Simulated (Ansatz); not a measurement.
The calculation's input:

```
crystal:
  lattice:
    - [0.0, 2.703, 2.703]
    - [2.703, 0.0, 2.703]
    - [2.703, 2.703, 0.0]
  atoms:
    - { symbol: Ni, position: [0.0, 0.0, 0.0], spin: 1.0 }
    - { symbol: Si, position: [0.75, 0.75, 0.75] }
    - { symbol: Si, position: [0.25, 0.25, 0.25] }
hamiltonian:
  xc: pbe
  pseudopotentials: { kind: paw }
magnetization:
  spin_polarized: true
kpoints:
  mp_grid: { grid: [9, 9, 9] }
scf:
  occupations: { method: gaussian, width: 0.019 }
output:
  forces: true
  stress: true
  eigenvalues: true
  write_density: true
  write_potential: true
  elf: true
  volumetric_format: npy
```

Command:

```sh
ansatz run input.yaml --threads 2 --pin off --max-ram 5632MiB --backend cpu --events-out ev --progress --plain --runs-dir out
```

Below, planes, directions and counts refer to the conventional cell (a = 5.41 Å, b = 5.41 Å, c = 5.41 Å, α = 90.00°, β = 90.00°, γ = 90.00°).

Space group Fm-3m; computed pressure about 4 GPa in this cell; the program warned that a starting moment wasn't kept; spin-polarised, but the moments vanished.

All numbers below come from Ansatz, Kohn-Sham DFT of a periodic cell, PBE, Ansatz PAW.

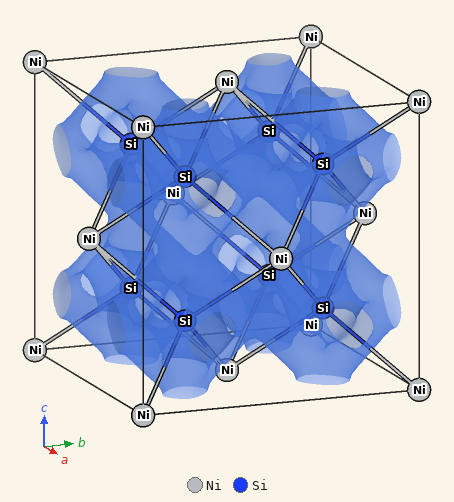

Si₂Ni. Isosurface of the electron localisation function at 0.55 (blue), seen slightly off an axis. Core shells and regions of very low density are left out. Sticks mark near contacts.

Question: Identify the bonds, lone pairs and shells in this picture.

Answer: The ELF exceeds this value in one network that runs through the whole crystal, counted in one cell of 12 atoms. Regions shared between cells count once. Along the contacts the grid gives the following. Si–Ni (2.34 Å): the ELF peaks at about 0.75 in the valence shell of Si, 0.9 Å from its nucleus, and is about 0.50 at the midpoint.
